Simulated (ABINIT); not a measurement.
# Run report: Ti, optical-spectrum calculation (part 1 of 2)

System: Ti (Im-3m, 1 atom in the cell).
Method: Kohn-Sham DFT of a periodic cell, LDA, HGH LDA, no spin polarisation (ABINIT 10.8.3).

The structure derives from an entry of the Crystallography Open Database.

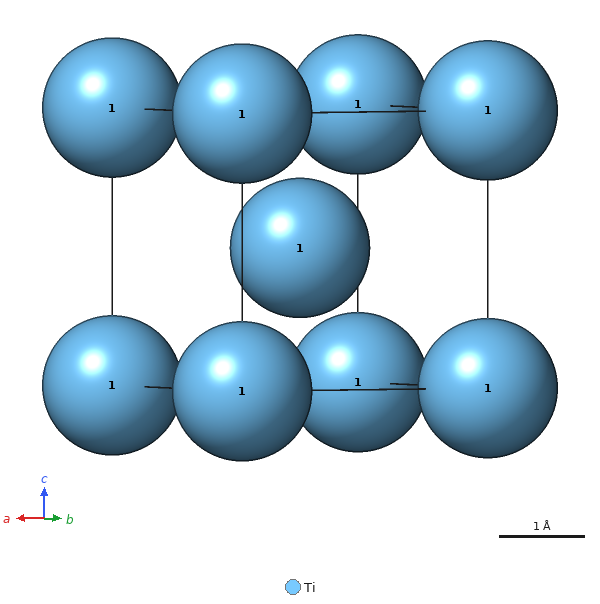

**Figure 1.** The structure as given in the input (spheres-only view of the cell 2 times as large as that of the calculation, set on its symmetry axes, seen at an oblique angle; atoms are numbered from 1 in the order of the input). An atom can appear more than once, as a periodic image.

**The input**
```
# Datasets
ndtset 3

# Pseudopotentials
pp_dirpath "./"
pseudos "Ti.hgh"

# Structure
acell 3*1.0 Angstrom
rprim
    -1.6410000000     1.6410000000     1.6410000000
     1.6410000000    -1.6410000000     1.6410000000
     1.6410000000     1.6410000000    -1.6410000000
ntypat 1
znucl 22
natom 1
typat 1
xred
            0.0            0.0            0.0

# Plane-wave basis
ecut 870.764360 eV

# k points
ngkpt 14 14 14
nshiftk 2
shiftk
     0.2500000000     0.2500000000     0.2500000000
    -0.2500000000    -0.2500000000    -0.2500000000
istwfk *1

# Exchange and correlation
ixc 7

# Bands and occupations
occopt 7
tsmear 0.00734986

# SCF cycle
nstep 80

# Output
iomode 3
prteig 0
prtebands 0

# Dataset 1: ground state
nband1 6
tolvrs1 1.0e-12
prtden1 1
prtwf1 0
kptopt1 1

# Dataset 2: empty bands at fixed density
iscf2 -3
getden2 1
nband2 14
nbdbuf2 4
tolwfr2 1.0e-12
nstep2 120
prtden2 0
kptopt2 1

# Dataset 3: wave functions and velocity matrix elements in the full zone
optdriver3 8
wfk_task3 "wfk_optics_fullbz"
getwfk3 2
nband3 10
kptopt3 1
prtevk3 1
inclvkb3 2
```

**File optic.abi**
```
&FILES
 ddkfile_1 = 'runo_DS3_1_EVK.nc',
 ddkfile_2 = 'runo_DS3_2_EVK.nc',
 ddkfile_3 = 'runo_DS3_3_EVK.nc',
 wfkfile = 'runo_DS3_WFK.nc'
/
&PARAMETERS
 broadening = 0.003675,
 domega = 0.002,
 maxomega = 0.8,
 scissor = 0.000000,
 tolerance = 0.002
/
&COMPUTATIONS
 num_lin_comp = 1,
 lin_comp = 11,
 num_nonlin_comp = 0
/
```

Run on 1 thread of Arm Neoverse V1, 112 GiB of memory available, shared host.

Launched with:
```bash
abinit run.abi > log 2>&1
optic optic.abi > optic.log 2>&1
```

**Log**
```
.Version 10.8.3 of ABINIT
 DATASET    1 : space group Im -3 m (#229); Bravais cI (body-center cubic)
================================================================================
 Values of the parameters that define the memory need for DATASET  1.
     intxc =       0    ionmov =       0      iscf =       7    lmnmax =       6
     lnmax =       6     mgfft =      30  mpssoang =       3    mqgrid =    3001
     natom =       1  nloc_mem =       1    nspden =       1   nspinor =       1
    nsppol =       1      nsym =      48    n1xccc =       0    ntypat =       1
    occopt =       7   xclevel =       1
       mpw =        1048          nfft =       27000          nkpt =         168
================================================================================
================================================================================

 DATASET    2 : space group Im -3 m (#229); Bravais cI (body-center cubic)
================================================================================
 Values of the parameters that define the memory need for DATASET  2.
     intxc =       0    ionmov =       0      iscf =      -3    lmnmax =       6
     lnmax =       6     mgfft =      30  mpssoang =       3    mqgrid =    3001
     natom =       1  nloc_mem =       1    nspden =       1   nspinor =       1
    nsppol =       1      nsym =      48    n1xccc =       0    ntypat =       1
    occopt =       7   xclevel =       1
       mpw =        1048          nfft =       27000          nkpt =         168
================================================================================
================================================================================

 DATASET    3 : space group Im -3 m (#229); Bravais cI (body-center cubic)
================================================================================
 Values of the parameters that define the memory need for DATASET  3.
     intxc =       0    ionmov =       0      iscf =       7    lmnmax =       6
     lnmax =       6     mgfft =      30  mpssoang =       3    mqgrid =    3001
     natom =       1  nloc_mem =       1    nspden =       1   nspinor =       1
    nsppol =       1      nsym =      48    n1xccc =       0    ntypat =       1
    occopt =       7   xclevel =       1
       mpw =        1048          nfft =       27000          nkpt =         168
================================================================================
================================================================================

--------------------------------------------------------------------------------
------------- Echo of variables that govern the present computation ------------
--------------------------------------------------------------------------------
 -outvars: echo values of preprocessed input variables --------
            acell      1.8897261259E+00  1.8897261259E+00  1.8897261259E+00 Bohr
              amu      4.78800000E+01
             ecut      3.20000000E+01 Hartree
           getden1          0
           getden2          1
           getden3          0
           getwfk1          0
           getwfk2          0
           getwfk3          2
             iscf1          7
             iscf2         -3
             iscf3          7
              ixc           7
           jdtset        1    2    3
                       outvar_i_n : Printing only first  50 k-points.
         kptrlatt       14    0   14      0   14   14    -14  -14    0
          kptrlen      8.68291360E+01
            natom           1
            nband1          6
            nband2         14
            nband3         10
           nbdbuf1          0
           nbdbuf2          4
           nbdbuf3          0
           ndtset           3
            ngfft          30      30      30
             nkpt         168
            nstep1         80
            nstep2        120
            nstep3         80
             nsym          48
           ntypat           1
                       prtocc : prtvol=0, do not print more k-points.
                       prtocc : prtvol=0, do not print more k-points.
                       prtocc : prtvol=0, do not print more k-points.
           occopt           7
        optdriver1          0
        optdriver2          0
        optdriver3          8
           prtden1          1
           prtden2          0
           prtden3          1
        prtebands           0
           prteig           0
           prtevk1          0
           prtevk2          0
           prtevk3          1
            prtwf1          0
            prtwf2          1
            prtwf3          1
            rprim     -1.6410000000E+00  1.6410000000E+00  1.6410000000E+00
                       1.6410000000E+00 -1.6410000000E+00  1.6410000000E+00
                       1.6410000000E+00  1.6410000000E+00 -1.6410000000E+00
           shiftk      5.00000000E-01  5.00000000E-01 -5.00000000E-01
          spgroup         229
           tolvrs1     1.00000000E-12
           tolvrs2     0.00000000E+00
           tolvrs3     0.00000000E+00
           tolwfr1     0.00000000E+00
           tolwfr2     1.00000000E-12
           tolwfr3     0.00000000E+00
           tsmear      7.34986000E-03 Hartree
            typat      1
         wfk_task1          0
         wfk_task2          0
         wfk_task3          7
                       outvars : Printing only first  50 k-points.
            znucl       22.00000

================================================================================

 chkinp: Checking input parameters for consistency, jdtset=   1.

 chkinp: Checking input parameters for consistency, jdtset=   2.

 chkinp: Checking input parameters for consistency, jdtset=   3.

================================================================================
== DATASET  1 ==================================================================

--- !DatasetInfo
iteration_state: {dtset: 1, }
dimensions: {natom: 1, nkpt: 168, mband: 6, nsppol: 1, nspinor: 1, nspden: 1, mpw: 1048, }
cutoff_energies: {ecut:  32.0, pawecutdg:  -1.0, }
electrons: {nelect:   4.00000000E+00, charge:   0.00000000E+00, occopt:   7.00000000E+00, tsmear:   7.34986000E-03, }
meta: {optdriver: 0, ionmov: 0, optcell: 0, iscf: 7, paral_kgb: 0, }
...

 Exchange-correlation functional for the present dataset will be:
  LDA: Perdew-Wang 92 LSD fit to Ceperley-Alder data - ixc=7
  J.P.Perdew and Y.Wang, PRB 45, 13244 (1992)

 Real(R)+Recip(G) space primitive vectors, cartesian coordinates (Bohr,Bohr^-1):
 R(1)= -3.1010406  3.1010406  3.1010406  G(1)=  0.0000000  0.1612362  0.1612362
 R(2)=  3.1010406 -3.1010406  3.1010406  G(2)=  0.1612362  0.0000000  0.1612362
 R(3)=  3.1010406  3.1010406 -3.1010406  G(3)=  0.1612362  0.1612362  0.0000000
 Unit cell volume ucvol=  1.1928404E+02 bohr^3
 Angles (23,13,12)=  1.09471221E+02  1.09471221E+02  1.09471221E+02 degrees

 getcut: wavevector=  0.0000  0.0000  0.0000  ngfft=  30  30  30
         ecut(hartree)=     32.000   => boxcut(ratio)=   2.19338

--- Pseudopotential description ------------------------------------------------
- pspini: atom type   1  psp file is ./Ti.hgh
  22.00000   4.00000     10605                znucl, zion, pspdat
    3    1    2    0      2001   0.00000      pspcod,pspxc,lmax,lloc,mmax,r2well

 pspatm : COMMENT -
  the projectors are not normalized,
  so that the KB energies are not consistent with
  definition in PRB44, 8503 (1991).
  However, this does not influence the results obtained hereafter.

   5.21152522E+01                                ecore*ucvol(ha*bohr**3)
--------------------------------------------------------------------------------

================================================================================

--- !BeginCycle
iteration_state: {dtset: 1, }
solver: {iscf: 7, nstep: 80, nline: 4, wfoptalg: 0, }
tolerances: {tolvrs: 1.00E-12, }
...

     iter   Etot(hartree)      deltaE(h)  residm     vres2
 ETOT  1  -3.4733091297566    -3.473E+00 2.495E-01 1.879E+02
 ETOT  2  -3.5383747139158    -6.507E-02 5.654E-02 3.092E+01
 ETOT  3  -3.5476814287690    -9.307E-03 1.515E-02 3.189E-02
 ETOT  4  -3.5476999027934    -1.847E-05 4.752E-03 2.083E-03
 ETOT  5  -3.5477005533929    -6.506E-07 8.832E-04 2.785E-05
 ETOT  6  -3.5477005624330    -9.040E-09 3.236E-04 8.344E-07
 ETOT  7  -3.5477005627337    -3.007E-10 9.471E-05 3.091E-09
 ETOT  8  -3.5477005627347    -1.037E-12 2.437E-05 6.292E-12
 ETOT  9  -3.5477005627347     7.860E-14 2.437E-06 3.922E-14

 At SCF step    9       vres2   =  3.92E-14 < tolvrs=  1.00E-12 =>converged.

 Cartesian components of stress tensor (hartree/bohr^3)
  sigma(1 1)=  4.77577313E-04  sigma(3 2)=  0.00000000E+00
  sigma(2 2)=  4.77577313E-04  sigma(3 1)=  0.00000000E+00
  sigma(3 3)=  4.77577313E-04  sigma(2 1)=  0.00000000E+00
```
